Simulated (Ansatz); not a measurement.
System: AgCl, space group P6_3/mmc (No. 194) (cell built by us, not taken from a database).

Input file:
```
crystal:
  lattice:
    - [4.0048623722, 0.0, 0.0]
    - [-2.0024311861, 3.468312553, 0.0]
    - [0.0, 0.0, 6.201035422]
  atoms:
    - { symbol: Ag, position: [0.0, 0.0, 0.0] }
    - { symbol: Ag, position: [0.0, 0.0, 0.5] }
    - { symbol: Cl, position: [0.3333333333, 0.6666666667, 0.25] }
    - { symbol: Cl, position: [0.6666666667, 0.3333333333, 0.75] }
kpoints:
  mp_grid: { grid: [6, 6, 4] }
hamiltonian:
  xc: pbe
scf:
  occupations: { method: fixed }
dielectric: {}
```

Method: Born effective charges by linear response at the zone centre, in units of the proton charge, Cartesian axes of the given cell; DFT, PBE, plane waves, PAW (Ansatz 0.2.0). Level: PBE, no spin polarisation.

| setting | value |
| --- | --- |
| periodic directions | 3 |
| potentials | PAW |
| wave cutoff | 420 eV |
| k mesh | 6×6×4 |

Describe the result: the mean Born effective charge of each atom. The cases: Ag 1; Ag 2; Cl 1; Cl 2.

All are equal in size, 1.42 e, and the charges add up to 0.00 e. The diagonal components of each atom differ by at most 0.07 e.

```tsv
atom	mean Born effective charge (e)	Born charge xx (e)	Born charge zz (e)
Ag 1	1.42	1.446	1.379
Ag 2	1.42	1.446	1.379
Cl 1	-1.42	-1.446	-1.379
Cl 2	-1.42	-1.446	-1.379
```

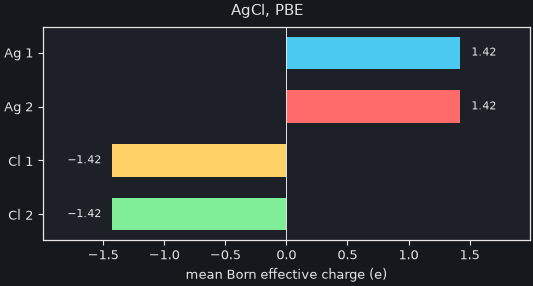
